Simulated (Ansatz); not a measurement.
The calculation's input:

```
crystal:
  lattice:
    - [4.8130883832, 0.0, 0.0]
    - [0.0, 4.8130883832, 0.0]
    - [0.0, 0.0, 4.8130883832]
  atoms:
    - { symbol: Si, position: [0.0, 0.0, 0.0] }
    - { symbol: Si, position: [0.5, 0.5, 0.5] }
    - { symbol: Ru, position: [0.0, 0.5, 0.25] }
    - { symbol: Ru, position: [0.0, 0.5, 0.75] }
    - { symbol: Ru, position: [0.25, 0.0, 0.5] }
    - { symbol: Ru, position: [0.75, 0.0, 0.5] }
    - { symbol: Ru, position: [0.5, 0.75, 0.0] }
    - { symbol: Ru, position: [0.5, 0.25, 0.0] }
basis:
  ecutwfc: 420
kpoints:
  mp_grid: { grid: [8, 8, 8] }
hamiltonian:
  xc: pbe
scf:
  occupations: { method: gaussian, width: 0.1 }
output:
  forces: true
  stress: true
  eigenvalues: true
  write_density: true
  write_potential: true
  elf: true
  volumetric_format: npy
relax:
  adjacent_minimum: "off"
  f_tol: 0.01
  max_steps: 80
  cell: { stress_tol: 0.05 }
```

Run with:

```sh
ansatz run input.yaml --threads 1 --pin off --max-ram 2560MiB --backend cpu --events-out ev --progress --plain --runs-dir out
```

Below, planes, directions and counts refer to the conventional cell (a = 4.79 Å, b = 4.79 Å, c = 4.79 Å, α = 90.00°, β = 90.00°, γ = 90.00°).

The fields are those of the relaxed geometry.

Space group Pm-3n; started from the A15_223 prototype, which need not be the ambient phase; computed without spin polarisation.

Theory: Ansatz 0.2.0, DFT PBE, scalar-relativistic, plane waves, PAW.

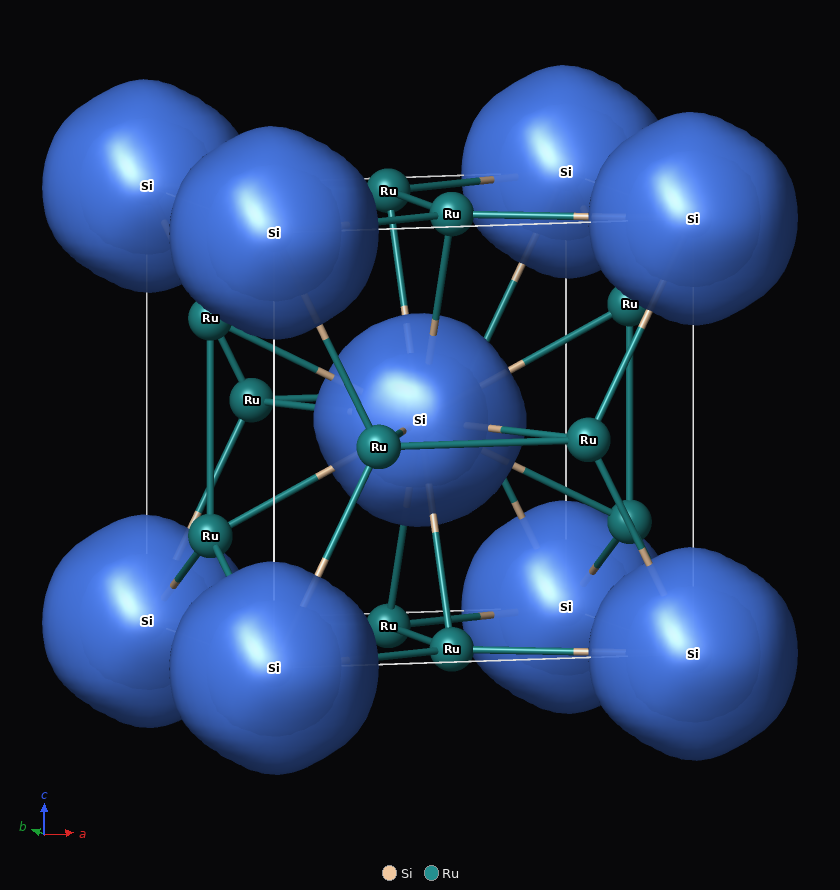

SiRu$_{3}$. Isosurface of the electron localisation function at 0.55 (blue), seen slightly off an axis. Core shells and regions of very low density are left out. Sticks mark near contacts.

In a PAW calculation such maps are meaningful between the atoms, not at the nuclei.

### Where are the electrons localised?

The ELF exceeds this value in two regions wrapped around Si (the valence shell of each), counted in one cell of 8 atoms. Regions shared between cells count once.

Values along the shortest contacts:
Ru–Ru (2.40 Å): the ELF is about 0.30 at the midpoint (no localised pair shows between them). Si–Ru (2.68 Å): the ELF peaks at about 0.65 in the valence shell of Si, 0.9 Å from its nucleus, and is about 0.35 at the midpoint.

### Does the calculation make it a metal, or give it a gap?

It is metallic or semimetallic at this level of theory: no gap opens.
